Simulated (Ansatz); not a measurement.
**Run report: IrO₂, single-point calculation (part 1 of 2)**

The run: single-point calculation of IrO₂ (6 atoms in the cell). Method and program: DFT PBEsol+U, scalar-relativistic, plane waves, PAW, Ueff = 6 eV on Ir atom 1 d; Ueff = 6 eV on Ir atom 2 d, spin-polarised (Ansatz 0.2.0).

The structure derives from an entry of the Crystallography Open Database. It belongs to a series of runs on one base structure; here: ferromagnetic start, free, natural orbitals of the symmetric run filled by rank. Figures and captions count atoms from 1; the log counts them from 0 in places.

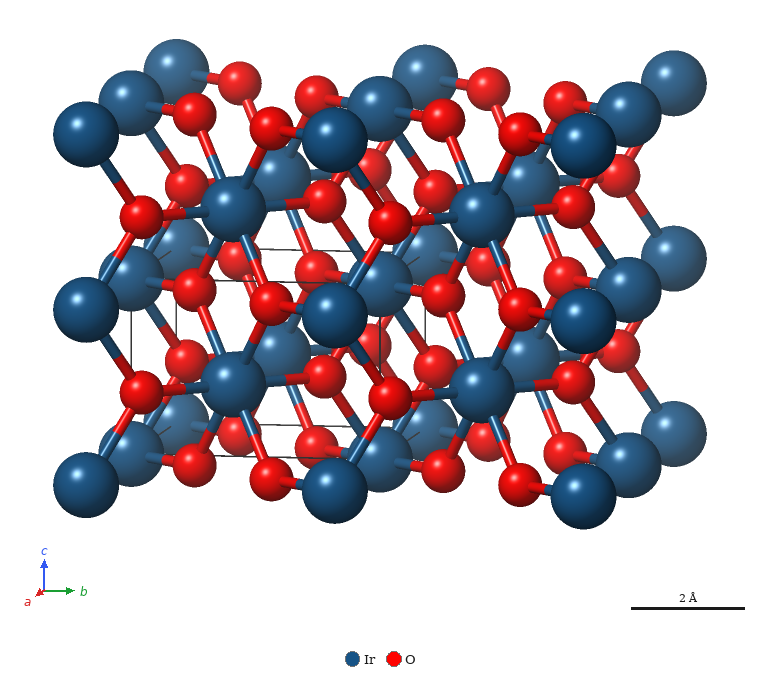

*The structure as given in the input (ball-and-stick view of the cell of the calculation, repeated 2 × 2 × 2, seen slightly off an axis).*

Near neighbours in the crystal (not all of them lie inside the picture): Ir has 6 O at 1.98 Å; O has 3 Ir at 1.98 Å.

Key numbers

```csv
quantity,value
outcome,converged
space group (tolerance 0.01 Å),P4₂/mnm (136)
electrons treated,58
free energy,−25827.6169 eV
Fermi energy,13.456 eV
gap on the k-point mesh,none (metallic)
net moment of the cell,1.12 μB
integrated absolute moment,1.14 μB
pressure,2.26 GPa
largest force (length of the vector),0.741 eV/Å
hardware,"4 threads of Arm Neoverse V2, 24 GiB of memory available, shared host"
wall time,7.3 s (CPU time 27 s)
peak memory,0.45 GiB
```

Remarks

The program warns: the typed occupations were not kept. Spin–orbit coupling is left out, which matters for Ir.

The input
```yaml
crystal:
  lattice:
    - [4.49900026, 0.0, 0.0]
    - [0.0, 4.49900026, 0.0]
    - [0.0, 0.0, 3.14600018]
  atoms:
    - { symbol: Ir, position: [0.0, 0.0, 0.0], spin: 5.0 }
    - { symbol: Ir, position: [0.5, 0.5, 0.5], spin: 5.0 }
    - { symbol: O, position: [0.311, 0.311, 0.0] }
    - { symbol: O, position: [0.189, 0.811, 0.5] }
    - { symbol: O, position: [0.689, 0.689, 0.0] }
    - { symbol: O, position: [0.811, 0.189, 0.5] }
basis:
  ecutwfc: 420
  ecutrho_ratio: 4
kpoints:
  mp_grid: { grid: [4, 4, 6] }
hamiltonian:
  xc: pbesol
  hubbard:
    sites:
      - { site: 0, l: d, u_eff: 6.0, starting_ns: [{ spin: up, occupation_matrix: s0up }, { spin: down, occupation_matrix: s0down }] }
      - { site: 1, l: d, u_eff: 6.0, starting_ns: [{ spin: up, occupation_matrix: s1up }, { spin: down, occupation_matrix: s1down }] }
    occupation_matrices:
      s0up:
        matrix:
          - [0.97, 0.0, 0.0, 0.0, 0.0]
          - [0.0, 0.97, 0.0, 0.0, 0.0]
          - [0.0, 0.0, 0.97, 0.0, 0.0]
          - [0.0, 0.0, 0.0, 0.97, 0.0]
          - [0.0, 0.0, 0.0, 0.0, 0.97]
      s0down:
        matrix:
          - [0.02, 0.0, 0.0, 0.0, 0.0]
          - [0.0, 0.02, 0.0, 0.0, 0.0]
          - [0.0, 0.0, 0.02, 0.0, 0.0]
          - [0.0, 0.0, 0.0, 0.02, 0.0]
          - [0.0, 0.0, 0.0, 0.0, 0.02]
      s1up:
        matrix:
          - [0.97, 0.0, 0.0, 0.0, 0.0]
          - [0.0, 0.97, 0.0, 0.0, 0.0]
          - [0.0, 0.0, 0.97, 0.0, 0.0]
          - [0.0, 0.0, 0.0, 0.97, 0.0]
          - [0.0, 0.0, 0.0, 0.0, 0.97]
      s1down:
        matrix:
          - [0.02, 0.0, 0.0, 0.0, 0.0]
          - [0.0, 0.02, 0.0, 0.0, 0.0]
          - [0.0, 0.0, 0.02, 0.0, 0.0]
          - [0.0, 0.0, 0.0, 0.02, 0.0]
          - [0.0, 0.0, 0.0, 0.0, 0.02]
    ns_hold: { iters: 10 }
scf:
  occupations: { method: gaussian, width: 0.05 }
  lower_state_search: "off"
  max_iter: 150
output:
  forces: true
  stress: true
  eigenvalues: true
  populations: true
  hubbard: { sites: [{ site: 0, l: d }, { site: 1, l: d }] }
  write_density: true
  write_potential: true
  elf: true
  volumetric_format: npy
magnetization:
  spin_polarized: true
```

Command:
```bash
ansatz run input.yaml --threads 4 --pin off --max-ram 6144MiB --backend cpu --events-out ev --progress --plain --runs-dir out
```

Log
```
Ir: projections on atomic orbitals take those of the free atom [Kr 4d10 4f14] 5s2 5p6 5d7 6s2, of charge +0.00 (hamiltonian.pseudopotentials.projection_atoms); the dataset's partial waves leave at most 8.4e-5 of an orbital's norm unspanned inside its sphere
O: projections on atomic orbitals take those of the free atom [He] 2s2 2p4, of charge +0.00 (hamiltonian.pseudopotentials.projection_atoms); the dataset's partial waves leave at most 1.9e-8 of an orbital's norm unspanned inside its sphere
Engine: ansatz 0.2.0, aarch64-unknown-linux-gnu
Pseudopotentials: kind: paw
Pseudopotential: Ir, paw, valence charge 17, recommended cutoff 420 eV (normal), Ir.paw.azcp
Pseudopotential: O, paw, valence charge 6, recommended cutoff 420 eV (normal), O.paw.azcp
Functional definition: PBEsol
  exchange = pbesol_x
  correlation = pbesol_c
Crystal: 6 atoms, lattice volume = 63.678 Å³
Basis set: ecut = 420 eV, 1243 PW (Γ), exchange–correlation on 64×64×48 points (8 copies of the dense FFT grid, shifted against one another)
Bands: 41, of which v1, the nominal top of the filled ones, is band 29 counted from 1 (28 counted from 0)
Symmetry: 16 space group operations
Space group: P42/mnm (ITA 136), of the structure as read, at distance tolerance 4.0e-5 Å
Magnetic group: BNS 136.495 (UNI 1155), of the structure as read, at distance tolerance 4.0e-5 Å
k-points: 24 of 96
Non-local potential: Ir, projectors of the file, l = 0: 3, l = 1: 2, l = 2: 2, l = 3: 1
Non-local potential: O, projectors of the file, l = 0: 2, l = 1: 2, l = 2: 1
PAW form: soft (Blöchl's): semilocal exchange-correlation on the pseudo side does not see the compensation charge
PAW frozen core: Ir, regenerated for the run's functional, and the local potential with it (the file was generated under x = pbe(κ = 0.804, μ = 0.2195149727645171), c = pbe(β = 0.06672455060314922))
PAW frozen core: O, regenerated for the run's functional, and the local potential with it (the file was generated under x = pbe(κ = 0.804, μ = 0.2195149727645171), c = pbe(β = 0.06672455060314922))
PAW one-centre angular grid: Ir, 590 points (default); XC on 64 Gauss nodes
PAW one-centre angular grid: O, 110 points (default); XC on 64 Gauss nodes
Initial density: superposition of atomic densities (chi_scale 0.1, normalization cell, long waves kept (reshape's long-wave potential 0.00 eV rms))
Starting moments: Σ|m| = 10 μB on 2 of 6 sites
Initial wavefunctions: pseudopotential atomic-orbital guess
Functional: x = pbesol(κ = 0.804, μ = 0.12345679012345678), c = pbesol(β = 0.046)
SCF iter   1: F=—  HF=-25813.790223 eV  |F-HF|=—  |Δ(HF+E_count)|=         —  Δρ=1.06e-1 (↑1.03e-1 ↓1.06e-1)  dr2=2.86e0  dr2_m=5.58e0  M=7.037 μB ∫|m|=7.058 μB  β_m=0.30  ethr=3.10e-3  ⟨swp⟩=6.4  Hψ=7643  notcnv=0
preconditioner: auto → Kerker (q_TF=auto, 2.686 Å⁻¹)  [metal: Δε(μ)=0.058 eV  Ē_g=15.934 eV  σ=0.050 eV  W_gap=0.48  n_scr=18 (ndim 8)  ℏωp=30.2 eV  f_vac=0.000  D(μ)=4.96/eV (n_scr^D=62)]
spin=Collinear: Kerker preconditioning applied to the charge; magnetization (m = ρ↑ − ρ↓) channel mixes plain (no charge-response kernel on spin).
SCF iter   2: F=—  HF=-25814.020466 eV  |F-HF|=—  |Δ(HF+E_count)|=   2.30e-1  Δρ=8.48e-2 (↑7.48e-2 ↓8.48e-2)  dr2=6.71e-1  dr2_m=3.45e0  M=6.393 μB ∫|m|=6.482 μB  β_m=0.30  ethr=3.10e-3  ⟨swp⟩=2.0  Hψ=2691  notcnv=0  defer=198
SCF iter   3: F=—  HF=-25814.312998 eV  |F-HF|=—  |Δ(HF+E_count)|=   2.93e-1  Δρ=6.35e-2 (↑5.53e-2 ↓6.35e-2)  dr2=1.80e-1  dr2_m=1.97e0  M=6.148 μB ∫|m|=6.273 μB  β_m=0.30  ethr=1.16e-3  ⟨swp⟩=2.2  Hψ=2436  notcnv=0  defer=208
SCF iter   4: F=—  HF=-25814.509217 eV  |F-HF|=—  |Δ(HF+E_count)|=   1.96e-1  Δρ=4.27e-2 (↑4.27e-2 ↓4.12e-2)  dr2=1.06e-2  dr2_m=1.02e0  M=6.145 μB ∫|m|=6.261 μB  β_m=0.30  ethr=3.10e-4  ⟨swp⟩=2.5  Hψ=3594  notcnv=0  defer=206
SCF iter   5: F=—  HF=-25814.620732 eV  |F-HF|=—  |Δ(HF+E_count)|=   1.12e-1  Δρ=3.11e-2 (↑3.11e-2 ↓3.02e-2)  dr2=6.03e-3  dr2_m=5.46e-1  M=6.089 μB ∫|m|=6.209 μB  β_m=0.30  ethr=1.82e-5  ⟨swp⟩=2.5  Hψ=3396  notcnv=0  defer=206
SCF iter   6: F=—  HF=-25814.682257 eV  |F-HF|=—  |Δ(HF+E_count)|=   6.15e-2  Δρ=2.28e-2 (↑2.26e-2 ↓2.28e-2)  dr2=1.92e-3  dr2_m=3.00e-1  M=6.002 μB ∫|m|=6.137 μB  β_m=0.30  ethr=1.04e-5  ⟨swp⟩=2.0  Hψ=3276  notcnv=0  defer=206
SCF iter   7: F=—  HF=-25814.716350 eV  |F-HF|=—  |Δ(HF+E_count)|=   3.41e-2  Δρ=1.75e-2 (↑1.71e-2 ↓1.75e-2)  dr2=2.41e-3  dr2_m=1.74e-1  M=5.906 μB ∫|m|=6.059 μB  β_m=0.30  ethr=3.30e-6  ⟨swp⟩=2.1  Hψ=3035  notcnv=0  defer=206
Mixer restart at iter 7: flushing history
spin-set hold released at iteration 7 (site moments contracting): the magnetisation degrees of freedom join the quasi-Newton model from the next iteration; the mixer history was flushed
SCF iter   8: F=—  HF=-25814.736421 eV  |F-HF|=—  |Δ(HF+E_count)|=   2.01e-2  Δρ=1.34e-2 (↑1.28e-2 ↓1.34e-2)  dr2=3.21e-3  dr2_m=9.93e-2  M=5.848 μB ∫|m|=6.012 μB  β_m=0.65  ethr=3.30e-6  ⟨swp⟩=1.9  Hψ=2581  notcnv=0  defer=206
SCF iter   9: F=—  HF=-25814.764057 eV  |F-HF|=—  |Δ(HF+E_count)|=   2.76e-2  Δρ=1.87e-3 (↑1.65e-3 ↓1.87e-3)  dr2=1.57e-3  dr2_m=9.40e-4  M=5.654 μB ∫|m|=5.860 μB  β_m=0.82  ethr=3.30e-6  ⟨swp⟩=2.7  Hψ=3357  notcnv=0  defer=206
SCF iter  10: F=—  HF=-25814.764321 eV  |F-HF|=—  |Δ(HF+E_count)|=   2.64e-4  Δρ=9.17e-4 (↑8.36e-4 ↓9.17e-4)  dr2=9.01e-4  dr2_m=2.17e-4  M=5.616 μB ∫|m|=5.832 μB  β_m=0.88  ethr=2.71e-6  ⟨swp⟩=2.4  Hψ=3171  notcnv=0  defer=211
SCF iter  11: F=—  HF=-25814.764258 eV  |F-HF|=—  |Δ(HF+E_count)|=   6.22e-5  Δρ=6.25e-4 (↑5.89e-4 ↓6.25e-4)  dr2=2.78e-4  dr2_m=1.10e-4  M=5.620 μB ∫|m|=5.836 μB  β_m=0.88  ethr=1.55e-6  ⟨swp⟩=2.1  Hψ=2668  notcnv=0  defer=211
Mixer restart at iter 11: flushing history
SCF iter  12: F=—  HF=-25814.840884 eV  |F-HF|=—  |Δ(HF+E_count)|=         —  Δρ=5.97e-4 (↑4.22e-4 ↓5.97e-4)  dr2=1.25e-4  dr2_m=9.29e-5  M=5.574 μB ∫|m|=5.801 μB  β_m=0.88  ethr=4.80e-7  ⟨swp⟩=2.2  Hψ=2376  notcnv=0  defer=211
SCF iter  13: F=—  HF=-25822.952692 eV  |F-HF|=—  |Δ(HF+E_count)|=    8.11e0  Δρ=7.13e-2 (↑4.63e-2 ↓7.13e-2)  dr2=2.67e0  dr2_m=1.42e0  M=2.873 μB ∫|m|=3.512 μB  β_m=0.13  ethr=2.16e-7  ⟨swp⟩=4.0  Hψ=4593  notcnv=0  defer=211
SCF iter  14: F=—  HF=-25823.444967 eV  |F-HF|=—  |Δ(HF+E_count)|=   4.92e-1  Δρ=6.66e-2 (↑4.68e-2 ↓6.66e-2)  dr2=1.83e0  dr2_m=1.40e0  M=2.541 μB ∫|m|=3.242 μB  β_m=0.10  ethr=2.16e-7  ⟨swp⟩=3.0  Hψ=5017  notcnv=0  defer=290
SCF iter  15: F=—  HF=-25823.865762 eV  |F-HF|=—  |Δ(HF+E_count)|=   4.21e-1  Δρ=5.63e-2 (↑3.97e-2 ↓5.63e-2)  dr2=1.22e0  dr2_m=1.01e0  M=2.414 μB ∫|m|=3.100 μB  β_m=0.12  ethr=2.16e-7  ⟨swp⟩=3.2  Hψ=4618  notcnv=0  defer=290
SCF iter  16: F=—  HF=-25824.428666 eV  |F-HF|=—  |Δ(HF+E_count)|=   5.63e-1  Δρ=2.72e-2 (↑2.37e-2 ↓2.72e-2)  dr2=1.03e-1  dr2_m=2.95e-1  M=2.180 μB ∫|m|=2.827 μB  β_m=0.13  ethr=2.16e-7  ⟨swp⟩=4.1  Hψ=5694  notcnv=0  defer=290
SCF iter  17: F=—  HF=-25825.791121 eV  |F-HF|=—  |Δ(HF+E_count)|=    1.36e0  Δρ=1.75e-2 (↑1.35e-2 ↓1.75e-2)  dr2=2.14e-1  dr2_m=7.02e-2  M=2.015 μB ∫|m|=2.530 μB  β_m=0.61  ethr=2.16e-7  ⟨swp⟩=3.6  Hψ=5658  notcnv=0  defer=298
SCF iter  18: F=—  HF=-25826.004378 eV  |F-HF|=—  |Δ(HF+E_count)|=   2.13e-1  Δρ=4.36e-2 (↑2.69e-2 ↓4.36e-2)  dr2=7.06e-1  dr2_m=4.75e-1  M=2.000 μB ∫|m|=2.098 μB  β_m=0.56  ethr=2.16e-7  ⟨swp⟩=4.5  Hψ=6430  notcnv=0  defer=305
SCF iter  19: F=—  HF=-25826.934133 eV  |F-HF|=—  |Δ(HF+E_count)|=   9.30e-1  Δρ=2.47e-2 (↑1.93e-2 ↓2.47e-2)  dr2=2.05e-1  dr2_m=1.96e-1  M=1.901 μB ∫|m|=1.957 μB  β_m=0.78  ethr=2.16e-7  ⟨swp⟩=3.6  Hψ=5546  notcnv=0  defer=310
SCF iter  20: F=—  HF=-25827.406269 eV  |F-HF|=—  |Δ(HF+E_count)|=   4.72e-1  Δρ=1.06e-2 (↑7.92e-3 ↓1.06e-2)  dr2=2.41e-2  dr2_m=3.30e-2  M=1.688 μB ∫|m|=1.733 μB  β_m=0.89  ethr=2.16e-7  ⟨swp⟩=3.8  Hψ=5159  notcnv=0  defer=310
SCF iter  21: F=—  HF=-25827.530553 eV  |F-HF|=—  |Δ(HF+E_count)|=   1.24e-1  Δρ=1.17e-2 (↑6.38e-3 ↓1.17e-2)  dr2=4.72e-2  dr2_m=3.34e-2  M=1.070 μB ∫|m|=1.145 μB  β_m=0.89  ethr=2.16e-7  ⟨swp⟩=3.8  Hψ=5800  notcnv=0  defer=310
SCF iter  22: F=—  HF=-25827.593852 eV  |F-HF|=—  |Δ(HF+E_count)|=   6.33e-2  Δρ=3.71e-3 (↑6.77e-4 ↓3.71e-3)  dr2=6.26e-3  dr2_m=1.93e-3  M=1.350 μB ∫|m|=1.371 μB  β_m=0.93  ethr=2.16e-7  ⟨swp⟩=3.9  Hψ=5586  notcnv=0  defer=310
SCF iter  23: F=—  HF=-25827.607105 eV  |F-HF|=—  |Δ(HF+E_count)|=   1.33e-2  Δρ=2.36e-3 (↑8.88e-4 ↓2.36e-3)  dr2=1.29e-3  dr2_m=1.24e-3  M=1.246 μB ∫|m|=1.270 μB  β_m=0.96  ethr=2.16e-7  ⟨swp⟩=3.0  Hψ=4106  notcnv=0  defer=310
SCF iter  24: F=—  HF=-25827.614380 eV  |F-HF|=—  |Δ(HF+E_count)|=   7.28e-3  Δρ=1.46e-3 (↑8.61e-4 ↓1.46e-3)  dr2=3.37e-4  dr2_m=6.96e-4  M=1.190 μB ∫|m|=1.213 μB  β_m=0.98  ethr=2.16e-7  ⟨swp⟩=2.5  Hψ=3509  notcnv=0  defer=310
SCF iter  25: F=—  HF=-25827.616274 eV  |F-HF|=—  |Δ(HF+E_count)|=   1.89e-3  Δρ=8.15e-4 (↑6.71e-4 ↓8.15e-4)  dr2=4.89e-5  dr2_m=3.03e-4  M=1.168 μB ∫|m|=1.189 μB  β_m=0.99  ethr=2.16e-7  ⟨swp⟩=2.0  Hψ=3095  notcnv=0  defer=310
SCF iter  26: F=—  HF=-25827.616852 eV  |F-HF|=—  |Δ(HF+E_count)|=   5.78e-4  Δρ=2.95e-4 (↑2.93e-4 ↓2.95e-4)  dr2=2.70e-6  dr2_m=4.97e-5  M=1.141 μB ∫|m|=1.161 μB  β_m=1.00  ethr=8.43e-8  ⟨swp⟩=2.0  Hψ=3072  notcnv=0  defer=310
SCF iter  27: F=—  HF=-25827.616859 eV  |F-HF|=—  |Δ(HF+E_count)|=   6.44e-6  Δρ=2.37e-4 (↑2.37e-4 ↓2.33e-4)  dr2=1.42e-6  dr2_m=3.20e-5  M=1.138 μB ∫|m|=1.157 μB  β_m=1.00  ethr=4.66e-9  ⟨swp⟩=2.7  Hψ=3261  notcnv=0  defer=310
SCF iter  28: F=—  HF=-25827.616935 eV  |F-HF|=—  |Δ(HF+E_count)|=   7.58e-5  Δρ=5.22e-5 (↑4.37e-5 ↓5.22e-5)  dr2=2.88e-6  dr2_m=6.46e-7  M=1.121 μB ∫|m|=1.140 μB  β_m=1.00  ethr=2.45e-9  ⟨swp⟩=3.0  Hψ=3674  notcnv=0  defer=310
SCF iter  29: F=—  HF=-25827.616936 eV  |F-HF|=—  |Δ(HF+E_count)|=   1.58e-6  Δρ=3.13e-5 (↑1.94e-5 ↓3.13e-5)  dr2=6.66e-7  dr2_m=2.05e-7  M=1.117 μB ∫|m|=1.135 μB  β_m=1.00  ethr=2.45e-9  ⟨swp⟩=2.1  Hψ=3056  notcnv=0  defer=310
iter 30 did not close the SCF: its close was put off for a magnetic moment that had not settled (scf_convergence_deferred on its scf_iter line)
SCF iter  30: F=-25827.616937 eV  HF=-25827.616937 eV  |F-HF|=3.84e-8  |Δ(HF+E_count)|=   3.70e-7  Δρ=9.66e-6 (↑9.66e-6 ↓8.27e-6)  dr2=2.48e-8  dr2_m=4.05e-8  M=1.117 μB ∫|m|=1.136 μB  β_m=1.00  ethr=1.72e-10  ⟨swp⟩=11.0  Hψ=13148  notcnv=0
iter 31 did not close the SCF: its close was put off for a magnetic moment that had not settled (scf_convergence_deferred on its scf_iter line)
SCF iter  31: F=-25827.616937 eV  HF=-25827.616937 eV  |F-HF|=9.05e-9  |Δ(HF+E_count)|=   9.78e-8  Δρ=3.93e-6 (↑3.93e-6 ↓3.64e-6)  dr2=1.62e-9  dr2_m=8.04e-9  M=1.118 μB ∫|m|=1.137 μB  β_m=1.00  ethr=4.28e-11  ⟨swp⟩=5.0  Hψ=9651  notcnv=0
SCF iter  32: F=-25827.616937 eV  HF=-25827.616937 eV  |F-HF|=1.71e-10  |Δ(HF+E_count)|=   2.51e-8  Δρ=8.20e-7 (↑8.20e-7 ↓5.68e-7)  dr2=4.91e-10  dr2_m=1.93e-10  M=1.118 μB ∫|m|=1.137 μB  ethr=2.80e-12  ⟨swp⟩=4.8  Hψ=9338  notcnv=0
SCF 1 converged in 32 iterations: F = -25827.616937 eV  dr2 = 4.91e-10
  greatest PAW one-centre occupation: 1.000 electrons in one spin orbital (limit 2), on the Ir atom at site 1 (counted from 0), in its partial waves of l = 0
```
